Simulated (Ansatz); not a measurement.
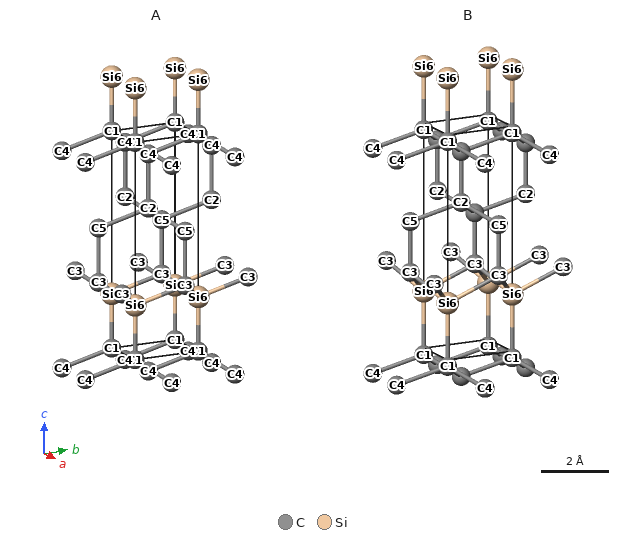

Two geometries of solid SiC₅ (a generated structure, set up in P3m1), drawn at one scale. One is the start of a relaxation, the other its converged end. The picture is a ball-and-stick view of the cell of the calculation, seen slightly off an axis.

These are results of DFT, PBE, plane waves, PAW in Ansatz 0.2.0, not measurements. (plane-wave cutoff 420 eV; k-point mesh 12 × 12 × 4; occupations fermi dirac; smearing width 0.02 eV; no spin polarisation; cell and atoms relaxed; force threshold 0.005 eV/Å)

Q: Which one is relaxed?

A: Structure B is the relaxed one. After 8 accepted moves (10 points after the start) the energy has fallen by 2.073 eV per cell of the calculation. The largest force component goes from 9 to 0.00036 eV/Å. Pressure: 42.80 GPa at the start and 0.00 GPa at the end. The SCF was repeated twice at an unchanged geometry on a basis and grid sized afresh for the cell, which shifted the energy by 20.0 meV per cell of the calculation at most. The atom that moves furthest relative to the cell is C3 (0.23 Å along +c). Largest moves by element: C 0.23 Å, Si 0.02 Å. Cell: a = b 2.673 → 2.731 Å (+2.2 %), c 6.547 → 6.779 Å (+3.5 %). Volume +8.1 %. Some distances before and after: C1–Si6 1.637 → 1.909 Å, C3–Si6 1.637 → 1.757 Å, C2–C4 1.637 → 1.535 Å, C1–C4 1.637 → 1.657 Å. Bond angles that change, for instance: C3–Si6–C3 109.5° → 102.0°, Si6–C3–Si6 109.5° → 102.0°, C1–Si6–C3 109.5° → 116.2°. The space group stays P3m1 (No. 156). Cost: 13 s on 4 threads of Arm Neoverse V2, with other jobs on the host, peak memory 0.39 GiB.
